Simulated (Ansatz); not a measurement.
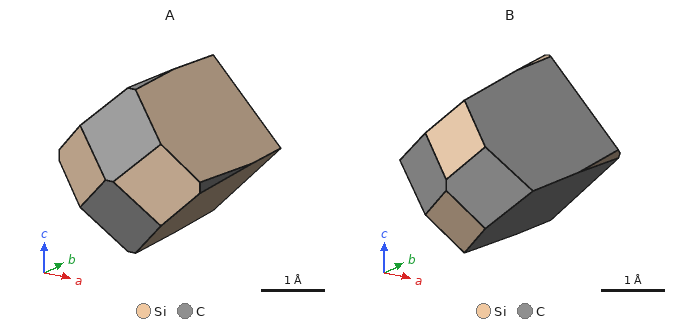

Computed Voronoi cells of the 2 sites of this structure, drawn to one scale and in one orientation; each face has the colour of the neighbour behind it.

SiC, space group Cmcm (No. 63), a = 2.765 Å, b = 10.481 Å, c = 2.780 Å, α = 90.00°, β = 90.00°, γ = 90.00°

| site | Wyckoff | x | y | z |
| --- | --- | --- | --- | --- |
| Si | 4c | 0.0000 | 0.6567 | 0.7500 |
| C | 4c | 0.5000 | 0.6483 | 0.2500 |

Source: coordinates from a relaxation with DFT, r2SCAN+rVV10, plane waves, PAW (Ansatz 0.2.0).

Which cell belongs to which site?

A is C (9 faces above 1 % of the solid angle, 10.2 Å³, mostly facing Si); B is Si (9 faces above 1 % of the solid angle, 10.0 Å³, mostly facing C).
